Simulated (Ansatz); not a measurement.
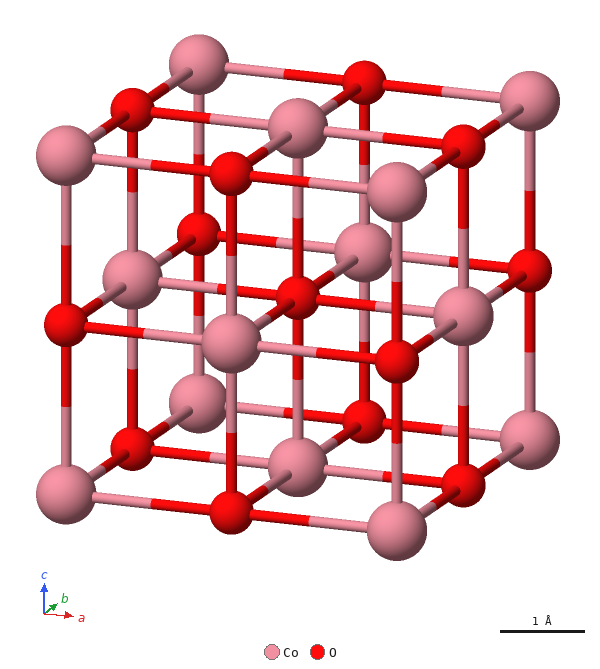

Reference structure: crystalline CoO (set up in I4/mmm) in its unrelaxed database cell. The picture is a ball-and-stick view of the conventional cell (4 times the calculation's cell), seen slightly off an axis. Lengths and directions refer to the drawn axes.

The calculation used Ansatz, DFT PBE, scalar-relativistic, plane waves, PAW. Settings: plane-wave cutoff 420 eV; k-point mesh 20 × 20 × 20; occupations gaussian; smearing width 0.1 eV; collinear spin.

The variant: The cell is strained by −0.6 % along c and +0.9 % across it (volume +1.0 %), the atoms keeping their fractional coordinates. No relaxation follows.

**What is the effect?**

Near-neighbour distances before and after: Co–O 2.133 → 2.151 Å, Co–O 2.107 → 2.094 Å. The space group stays I4/mmm (No. 139). The energy changes by less than 1 meV per atom. The pressure goes from 0.0 to −1.6 GPa. All forces vanish by symmetry. The absolute magnetisation per cell goes from 2.94 to 2.95 μB (net moment 2.92 and 2.94 μB).
